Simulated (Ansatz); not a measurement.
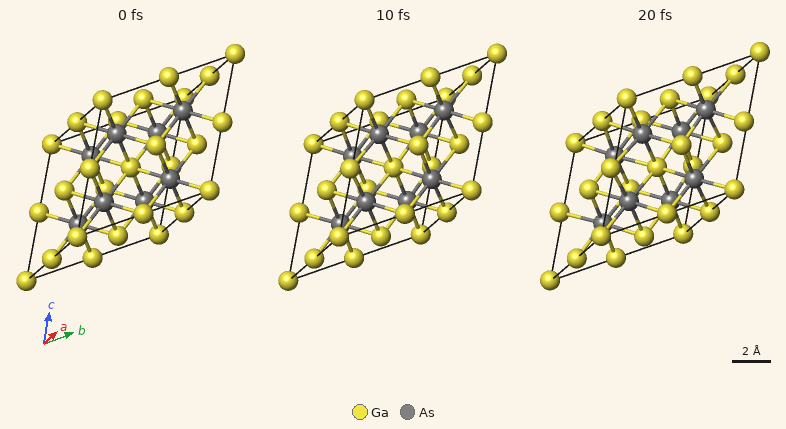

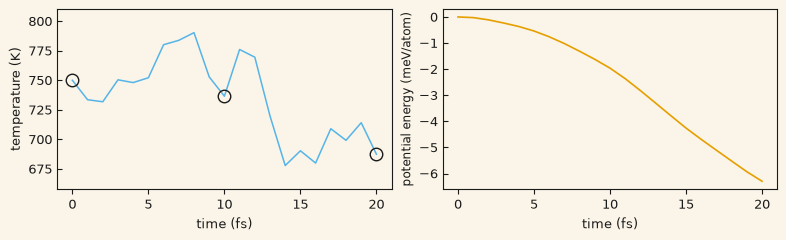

Molecular dynamics of a 16-atom cell of GaAs (built on the rocksalt type), 20 fs long. Frames and the history of the run. Style: ball-and-stick. Shown: the reduced simulation cell, from a free direction. Bonds to atoms that aren't drawn are left out. Lengths and directions refer to the drawn axes.

Computed with DFT, PBEsol, plane waves, PAW in Ansatz 0.2.0. Settings: plane-wave cutoff 420 eV; k-point mesh 2 × 2 × 2; Fermi-Dirac smearing 0.069 eV; Langevin thermostat and barostat (NPT); set temperature 800 K; time step 1 fs.

> What do the frames and curves show?

Root-mean-square distances from the starting positions over the second half, with the common drift of all atoms taken out: Ga 0.08 Å, As 0.07 Å. The run lasts only 20 fs, too short to tell vibration from diffusion. Over the second half the temperature averages 714 K (spread ±32 K). The potential energy in the second half lies on average 4.2 meV per atom below the first frame. The mean pressure there is 1.2 GPa. The volume ends +1.6 % from the start. The conserved quantity stays between −0.0074 and 0 meV per atom of its start. A straight-line fit has a slope that amounts to −0.0076 meV per atom over 20 fs (under 0.1 % of the mean kinetic energy), and the ripple about it is under 0.1 % of the kinetic energy's fluctuation. With a drift under 2 % and a ripple under 7 %, the integration is accurate.

Limits of the set-up: the k-point mesh is coarse for a cell with partly filled bands.
